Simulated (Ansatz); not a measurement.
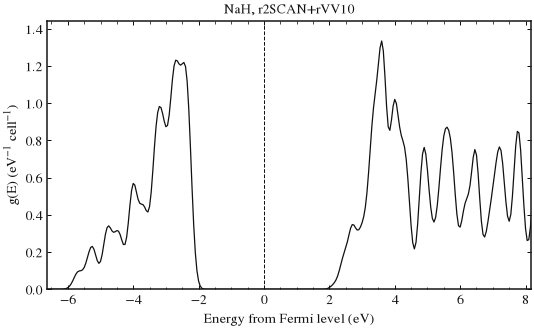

Density of states. Energies are counted from the Fermi level. The curve is built from the levels of the k mesh with Gaussians 0.3 eV wide, which also blur the band edges.

System: NaH, space group Fm-3m, 2 atoms in the cell, rocksalt type; a = 3.38 Å, b = 3.38 Å, c = 3.38 Å, α = 60.00°, β = 60.00°, γ = 60.00°.

Level of theory: DFT, r2SCAN+rVV10, plane waves, PAW, no spin polarisation, 10×10×10 k mesh, Fermi-Dirac smearing of 0.03 eV; code Ansatz 0.2.0.

Metal or insulator, going by the density of states?

Answer. There is a gap; over the k points computed it is 4.39 eV (indirect; the smallest direct gap is 5.25 eV).

How wide is the upper valence band?

Answer. The upper group of valence states starts about 3.7 eV under the valence-band top (which lies at −2.2 eV on this axis), with a gap beneath it; it holds about 2 electrons a cell.

Where is the tallest peak of the filled states in the window?

Answer. Within the window shown, the tallest peak of the filled states lies 0.5 eV under the valence-band top, at about 1.2 states per eV and cell.
